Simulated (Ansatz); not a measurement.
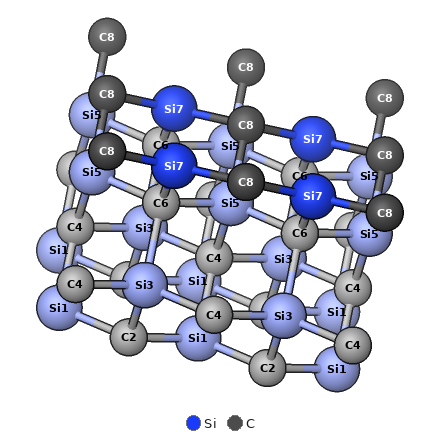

The system is H on a SiC(110) slab cut from the F-43m phase, its upper half relaxed before the scan (8 atoms of substrate and one adsorbate in a 1 × 1 cell); the picture shows it without the atoms that are moved over the map. H is moved over the surface cell; relaxed at each place: the height of the adsorbate's atoms; substrate rigid; the origin of the map has the adsorbate above C8. Places are given modulo a cell vector. The map is drawn in real space over the plane of the surface. Grid: 6 × 6 points; 23 points were computed and 12 follow by symmetry. At 1 point there is no value. Energies are in eV, from the lowest grid point. The magnetic moment jumps between some neighbouring points. With one adsorbate in each 1 × 1 cell, its nearest image is 3.1 Å away, so neighbouring adsorbates interact. Method: Ansatz 0.2.0, DFT PBE, scalar-relativistic, plane waves, PAW. Settings: cutoff 420 eV, k-mesh 9×6×1, gaussian smearing 0.05 eV, spin-polarised.

Range: position of H9 along the first surface vector from 0.000 to 0.833; position of H9 along the second surface vector from 0.000 to 0.833.

Question: Predict the map.

Answer: The lowest grid point is at (0/6, 5/6) of the cell vectors [nearest 1 C at 1.11 Å]. The highest grid point, (0/6, 2/6) of the cell vectors [nearest 1 C at 1.78 Å], lies 2.74 eV above the lowest. At the lowest point the adsorbate has 1 C at 1.11 Å as nearest neighbours, at the highest 1 C at 1.78 Å. Its relaxed height above the top atom is 0.84 Å at the lowest and 1.01 Å at the highest point.

```csv
"second ↓, first →",0/6,1/6,2/6,3/6,4/6,5/6
5/6,0.00,0.42,1.77,–,1.77,0.42
4/6,1.61,1.82,2.14,2.28,2.14,1.82
3/6,2.43,2.11,1.64,1.44,1.64,2.11
2/6,2.74,2.18,1.57,1.31,1.57,2.18
1/6,1.86,1.80,1.79,1.76,1.79,1.80
0/6,0.49,0.76,1.71,2.10,1.71,0.76
```

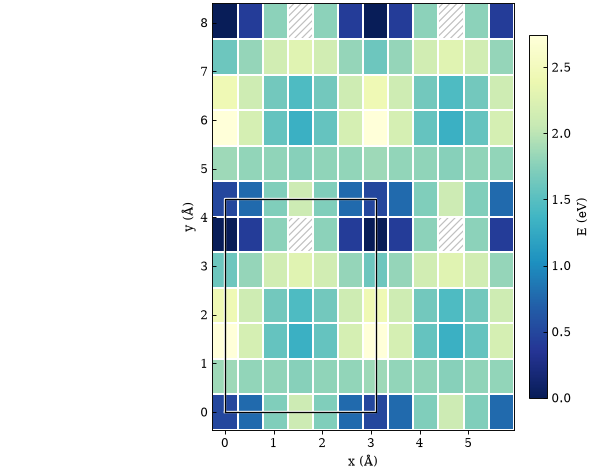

The picture shows one coloured cell a grid point, the outline of one cell of the 2 × 2 shown, hatched blanks where no value was computed.

Time for the 23 points that were run: 67 min on 2 threads of Intel(R) Xeon(R) Platinum 8259CL CPU @ 2.50GHz (Skylake/Cascade Lake), with other jobs on the host.

PAW datasets: the set soft_1.
